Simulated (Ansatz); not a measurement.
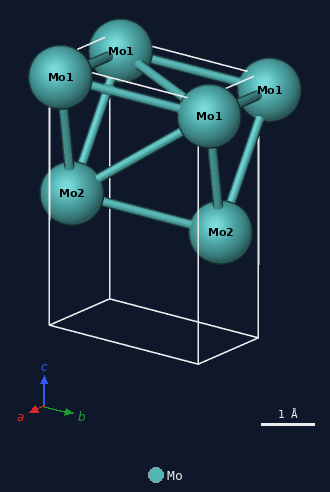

Fig. 1: The structure (ball-and-stick view of the cell of the calculation, set on other vectors, seen slightly off an axis; atoms are numbered from 1 in the order of the input). Near neighbours in the crystal (not all of them lie inside the picture): Mo has 12 Mo at 2.74 to 3.22 Å.

# Single-point calculation, with input and output: Mo

Mo (P-1, 2 atoms in the cell), computed with DFT, PBE, paw_fr, spin-orbit coupling (Ansatz 0.2.0).

The structure is a deliberately distorted cell. Figures and captions count atoms from 1; the log counts them from 0 in places.

### Log
```
Engine: ansatz 0.2.0, x86_64-unknown-linux-gnu
Pseudopotentials: kind: paw_fr
Pseudopotential: Mo, paw_fr, valence charge 14, recommended cutoff 420 eV (normal), Mo.paw.azcp#standard-fr
Functional definition: PBE
  parameter kappa = 0.804
  parameter beta = 0.06672455060314922
  exchange = pbe_x(kappa = kappa, mu = beta*pi^2/3)
  correlation = pbe_c(beta = beta)
non-collinear run that drives no moment, with spin-orbit: no starting moment large enough to seed its density (crystal.atoms[].spin), no starting occupations that ask for one, no magnetisation constraint and no magnetic field, so the semilocal B_xc is pinned to zero
Crystal: 2 atoms, lattice volume = 37.447 Å³
Basis set: ecut = 420 eV, 705 PW (Γ), exchange–correlation on 72×40×40 points (8 copies of the dense FFT grid, shifted against one another)
Bands: 36, of which v1, the nominal top of the filled ones, is band 28 counted from 1 (27 counted from 0)
Symmetry: 2 space group operations + 2 with time reversal
Magnetic group: BNS 2.5 (UNI 5), of the structure as read, at distance tolerance 3.3e-5 Å
k-points: 98 of 196
Projection manifold: j_resolved (fully-relativistic pseudo-atomic orbitals)
Non-local potential: Mo, projectors of the file, l = 0: 3, l = 1: 4, l = 2: 4, l = 3: 2
PAW form: soft (Blöchl's): semilocal exchange-correlation on the pseudo side does not see the compensation charge
PAW one-centre angular grid: Mo, 590 points (default); XC on 64 Gauss nodes
Initial density: superposition of atomic densities (chi_scale 0.1, normalization cell)
Initial wavefunctions: pseudopotential atomic-orbital guess
Functional: x = pbe(κ = 0.804, μ = 0.2195149727645171), c = pbe(β = 0.06672455060314922)
SCF iter   1: F=—  HF=-9914.494607 eV  |F-HF|=—  |Δ(HF+E_count)|=         —  Δρ=1.01e-1  dr2=4.36e0  dr2_m=0.00e0 (ungated)  ethr=3.10e-3  |M|=0.00e0 ∫|m|=0.00e0 μB  |m|>n=0.0e0 m-floor=0.0e0 τ_xc=0.0e0  β_m=0.30  ⟨swp⟩=6.2  Hψ=8384  notcnv=0
preconditioner: auto → Kerker (q_TF=auto, 2.599 Å⁻¹)  [metal: Δε(μ)=0.033 eV  Ē_g=4.156 eV  σ=0.049 eV  W_gap=0.36  n_scr=16 (ndim 8)  ℏωp=21.0 eV  f_vac=0.000  D(μ)=2.21/eV (n_scr^D=24)]
spin=Noncollinear: Kerker preconditioning applied to the charge; magnetization (m_x, m_y, m_z) channels mix plain (no charge-response kernel on spin).
SCF iter   2: F=—  HF=-9913.718825 eV  |F-HF|=—  |Δ(HF+E_count)|=   7.76e-1  Δρ=7.08e-2  dr2=2.11e0  dr2_m=0.00e0 (ungated)  ethr=3.10e-3  |M|=0.00e0 ∫|m|=0.00e0 μB  |m|>n=0.0e0 m-floor=0.0e0 τ_xc=0.0e0  β_m=0.63  ⟨swp⟩=2.1  Hψ=2945  notcnv=0  defer=274
SCF iter   3: F=—  HF=-9913.059378 eV  |F-HF|=—  |Δ(HF+E_count)|=   6.59e-1  Δρ=9.16e-3  dr2=1.40e-2  dr2_m=0.00e0 (ungated)  ethr=3.10e-3  |M|=0.00e0 ∫|m|=0.00e0 μB  |m|>n=0.0e0 m-floor=0.0e0 τ_xc=0.0e0  β_m=0.82  ⟨swp⟩=2.1  Hψ=3120  notcnv=0  defer=274
SCF iter   4: F=—  HF=-9913.062047 eV  |F-HF|=—  |Δ(HF+E_count)|=   2.67e-3  Δρ=2.87e-3  dr2=3.30e-3  dr2_m=0.00e0 (ungated)  ethr=5.02e-5  |M|=0.00e0 ∫|m|=0.00e0 μB  |m|>n=0.0e0 m-floor=0.0e0 τ_xc=0.0e0  β_m=0.87  ⟨swp⟩=2.0  Hψ=3488  notcnv=0  defer=276
SCF iter   5: F=—  HF=-9913.061279 eV  |F-HF|=—  |Δ(HF+E_count)|=   7.68e-4  Δρ=3.13e-4  dr2=1.94e-5  dr2_m=0.00e0 (ungated)  ethr=1.18e-5  |M|=0.00e0 ∫|m|=0.00e0 μB  |m|>n=0.0e0 m-floor=0.0e0 τ_xc=0.0e0  β_m=0.93  ⟨swp⟩=2.1  Hψ=2305  notcnv=0  defer=276
SCF iter   6: F=—  HF=-9913.061287 eV  |F-HF|=—  |Δ(HF+E_count)|=   8.22e-6  Δρ=6.50e-5  dr2=1.02e-6  dr2_m=0.00e0 (ungated)  ethr=6.93e-8  |M|=0.00e0 ∫|m|=0.00e0 μB  |m|>n=0.0e0 m-floor=0.0e0 τ_xc=0.0e0  β_m=0.97  ⟨swp⟩=2.3  Hψ=3048  notcnv=0  defer=276
SCF iter   7: F=-9913.061287 eV  HF=-9913.061287 eV  |F-HF|=4.55e-9  |Δ(HF+E_count)|=   1.22e-7  Δρ=1.04e-5  dr2=2.98e-8  dr2_m=0.00e0 (ungated)  ethr=3.57e-10  |M|=0.00e0 ∫|m|=0.00e0 μB  |m|>n=0.0e0 m-floor=0.0e0 τ_xc=0.0e0  ⟨swp⟩=11.8  Hψ=11699  notcnv=0
SCF 1 converged in 7 iterations: F = -9913.061287 eV  dr2 = 2.98e-8
  greatest PAW one-centre occupation: 0.998 electrons in one spin orbital (limit 2), on the Mo atom at site 1 (counted from 0), in its partial waves of l = 0
SCF converged after 7 iterations
Magnetization: |M| = 0.0000 μB,  M = (+0.0000, +0.0000, +0.0000) μB
Absolute magnetization: 0.0000 μB (∫|m|)
  site 0: m = (+0.0000, +0.0000, +0.0000) μB, |m| = 0.0000 μB  (R = 1.13 Å)
  site 1: m = (+0.0000, +0.0000, +0.0000) μB, |m| = 0.0000 μB  (R = 1.13 Å)
Free energy (F): -9913.061287 eV
Harris-Foulkes:  -9913.061287 eV  (|F-HF|=4.55e-9)
Internal energy: -9913.056551 eV  (E = F + TS)
E sigma→0 (E₀):  -9913.058919 eV
Entropy (-TS):   -0.004736 eV (-2.368 meV/atom)
Fermi energy:    16.756536 eV
--- Per-component energies (eV) ---
  E_band       = -216.903329
  E_kinetic    = 870.466391
  E_local      = -1838.786318  (includes V_loc(G=0)·N_el)
  E_nonlocal   = 284.693023
  E_hartree    = 602.554952
  E_xc         = -362.323716
  E_vxc        = -451.723648  (∫ρ·V_xc dr)
  E_paw        = -6403.668895  (= ΣΔE_a)
  E_vpaw       = -286.661539  (= ΣTr[D̂ρ^β])
  E_aug_tail   = 0.000088  (compensation charges beyond the density's cutoff)
  E_ewald      = -3065.992075
  E_smearing   = -0.004736  (= −TS)
  E_closure    = -0.000000  (closes the sum)
  Σ components = -9913.061287   (vs F -9913.061287, Δ=0.00e0)
--- Forces (eV/Å), atoms counted from 1 ---
  atom   1  Mo    -0.03496933    -0.14039379    -0.12448124
  atom   2  Mo     0.03496933     0.14039379     0.12448124
  max |Σ_I F_I| component: 0.00e0 eV/Å
--- Stress (GPa, compression-positive) ---
      -30.064828      -0.276996      -0.981635
       -0.276999     -22.379909      -1.938188
       -0.981636      -1.938188     -24.953023
  P = ⅓ Tr σ = -25.7993 GPa (-257.993 kbar)
--- Band table (eV; the first three rows and the last of 98) ---
  k-point 0: bands = ["-44.1351", "-44.1351", "-44.0076", "-44.0076", "-19.8328", "-19.8328", "-19.5003", "-19.5003", "-17.4920", "-17.4920", "-17.0376", "-17.0376", "-16.9651", "-16.9651", "-16.8906", "-16.8906", "10.6077", "10.6077", "12.8598", "12.8598", "15.7031", "15.7031", "15.9826", "15.9826", "16.2169", "16.2169", "16.3318", "16.3318", "16.5284", "16.5284", "17.5135", "17.5135", "18.0548", "18.0548", "18.1099", "18.1099"]
  k-point 1: bands = ["-44.1204", "-44.1204", "-43.9938", "-43.9938", "-19.8565", "-19.8565", "-19.5398", "-19.5398", "-17.5137", "-17.5137", "-17.1098", "-17.1098", "-17.0342", "-17.0342", "-16.9127", "-16.9127", "11.0815", "11.0815", "13.3948", "13.3948", "15.4301", "15.4301", "15.7206", "15.7206", "16.0823", "16.0823", "16.6321", "16.6321", "16.6997", "16.6997", "16.7766", "16.7766", "17.8296", "17.8296", "18.2219", "18.2219"]
  k-point 2: bands = ["-44.0749", "-44.0749", "-43.9752", "-43.9752", "-19.8833", "-19.8833", "-19.6648", "-19.6648", "-17.5239", "-17.5239", "-17.2608", "-17.2608", "-17.2147", "-17.2147", "-16.9679", "-16.9679", "12.4184", "12.4184", "13.8256", "13.8256", "14.3913", "14.3913", "15.4009", "15.4009", "15.7604", "15.7604", "16.4221", "16.4221", "17.0310", "17.0310", "18.0011", "18.0011", "18.3419", "18.3419", "18.6746", "18.6746"]
  k-point 97: bands = ["-44.0774", "-44.0774", "-44.0373", "-44.0373", "-19.7386", "-19.7386", "-19.6463", "-19.6463", "-17.3461", "-17.3461", "-17.1970", "-17.1970", "-17.0457", "-17.0457", "-17.0071", "-17.0071", "12.3077", "12.3077", "13.0344", "13.0344", "14.9130", "14.9130", "15.0446", "15.0446", "16.0613", "16.0613", "16.5707", "16.5707", "16.7275", "16.7275", "17.0398", "17.0398", "17.5129", "17.5129", "18.0705", "18.0705"]
```

### File rho_z.tsv
```
# z_ang	rho[e/angstrom^3]	m_x[e/angstrom^3]	m_y[e/angstrom^3]	m_z[e/angstrom^3]	m_norm[e/angstrom^3]
# format = ansatz-planar-average/11
# lattice	-2.122493000	4.226707000	2.060228000
# lattice	2.122937000	-0.022448000	2.105567000
# lattice	2.102952000	2.104814000	-0.002462000
# sites	2
# site	42	1.995612377	6.064358372	3.815600334
# site	42	0.231502475	1.980499162	1.950730569
0.000000	1.432759e0	0.000000e0	0.000000e0	0.000000e0	0.000000e0
0.148767	1.438710e0	0.000000e0	0.000000e0	0.000000e0	0.000000e0
0.297534	1.364105e0	0.000000e0	0.000000e0	0.000000e0	0.000000e0
0.446301	1.212670e0	0.000000e0	0.000000e0	0.000000e0	0.000000e0
0.595068	1.002544e0	0.000000e0	0.000000e0	0.000000e0	0.000000e0
0.743835	7.711005e-1	0.000000e0	0.000000e0	0.000000e0	0.000000e0
0.892602	5.622632e-1	0.000000e0	0.000000e0	0.000000e0	0.000000e0
1.041369	4.064511e-1	0.000000e0	0.000000e0	0.000000e0	0.000000e0
1.190136	3.099800e-1	0.000000e0	0.000000e0	0.000000e0	0.000000e0
1.338904	2.599010e-1	0.000000e0	0.000000e0	0.000000e0	0.000000e0
1.487671	2.390260e-1	0.000000e0	0.000000e0	0.000000e0	0.000000e0
1.636438	2.377082e-1	0.000000e0	0.000000e0	0.000000e0	0.000000e0
1.785205	2.553282e-1	0.000000e0	0.000000e0	0.000000e0	0.000000e0
1.933972	3.001211e-1	0.000000e0	0.000000e0	0.000000e0	0.000000e0
2.082739	3.886446e-1	0.000000e0	0.000000e0	0.000000e0	0.000000e0
2.231506	5.355119e-1	0.000000e0	0.000000e0	0.000000e0	0.000000e0
2.380273	7.379042e-1	0.000000e0	0.000000e0	0.000000e0	0.000000e0
2.529040	9.686596e-1	0.000000e0	0.000000e0	0.000000e0	0.000000e0
2.677807	1.184657e0	0.000000e0	0.000000e0	0.000000e0	0.000000e0
2.826574	1.346379e0	0.000000e0	0.000000e0	0.000000e0	0.000000e0
```

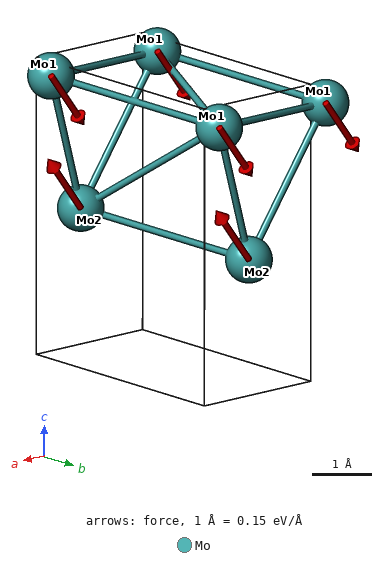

Fig. 2: Forces on the atoms as red arrows (ball-and-stick view of the cell of the calculation, set on other vectors, seen at an oblique angle; atoms are numbered from 1 in the order of the input). The largest act on Mo1, Mo2 (0.19 eV/Å). The geometry is not a stationary point of this energy.

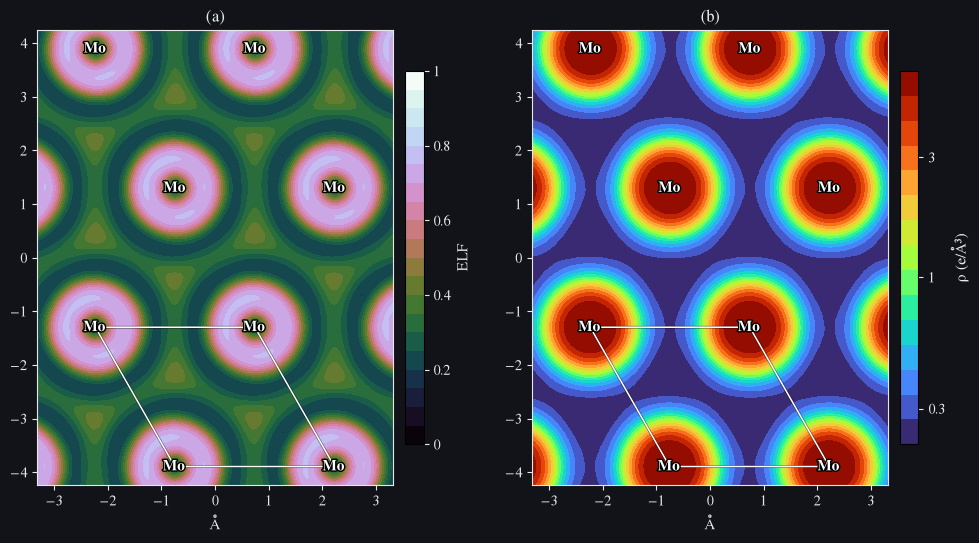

Fig. 3: (a) electron localisation function; (b) valence pseudo-density on the (001) plane of the conventional cell. The section cuts through Mo sites. Mo–Mo (2.99 Å): ρ is about 0.25 e/Å³ halfway; the ELF is about 0.30 at the midpoint (no shared electron pair). Away from the nuclei the density in this plane falls to 0.22 e/Å³ at its lowest. The strong features right at Mo lie inside the PAW spheres (semicore, d or f shells) and say nothing about bonding. In a PAW calculation such maps are meaningful between the atoms, not at the nuclei.

This output came from the following input.

### Input
```yaml
crystal:
  lattice:
    - [-2.122493, 4.226707, 2.060228]
    - [2.122937, -0.022448, 2.105567]
    - [2.102952, 2.104814, -0.002462]
  atoms:
    - { symbol: Mo, position: [0.941854, 0.891744, 0.999345] }
    - { symbol: Mo, position: [0.442292, 0.493763, 0.058031] }
kpoints:
  mp_grid: { grid: [4, 7, 7], shift: [0.5, 0.0, 0.0] }
magnetization:
  noncollinear: true
  spin_orbit: true
scf:
  occupations: { method: gaussian, width: 0.0493 }
hamiltonian:
  pseudopotentials: { kind: paw_fr }
  xc: pbe
basis:
  ecutwfc: 420
output:
  forces: true
  stress: true
  eigenvalues: true
  write_density: true
  write_potential: true
  elf: true
  volumetric_format: npy
```

Launched with:
```bash
ansatz run input.yaml --threads 1 --pin off --max-ram 2560MiB --backend cpu --events-out ev --progress --plain --runs-dir out
```

### Summary

```json
{"quantity": "outcome", "value": "converged"}
{"quantity": "space group (tolerance 0.01 Å)", "value": "P-1 (2)"}
{"quantity": "electrons treated", "value": "28"}
{"quantity": "free energy", "value": "−9913.0613 eV"}
{"quantity": "Fermi energy", "value": "16.757 eV"}
{"quantity": "net moment of the cell", "value": "0.00 μB"}
{"quantity": "integrated absolute moment", "value": "0.00 μB"}
{"quantity": "pressure", "value": "−25.80 GPa"}
{"quantity": "largest force (length of the vector)", "value": "0.191 eV/Å"}
{"quantity": "hardware", "value": "1 thread of an x86-64 CPU, shared host"}
{"quantity": "wall time", "value": "26 s"}
{"quantity": "peak memory", "value": "0.52 GiB"}
```

### Remarks

Settings chosen away from the usual ones: hamiltonian.pseudopotentials set to {"kind": "paw_fr"} (from {"kind": "paw"}); magnetization set to {"noncollinear": true, "spin_orbit": true} (from {"spin_polarized": false}). The cell is under a tension of 26 GPa at this level, so it is not at its equilibrium volume.
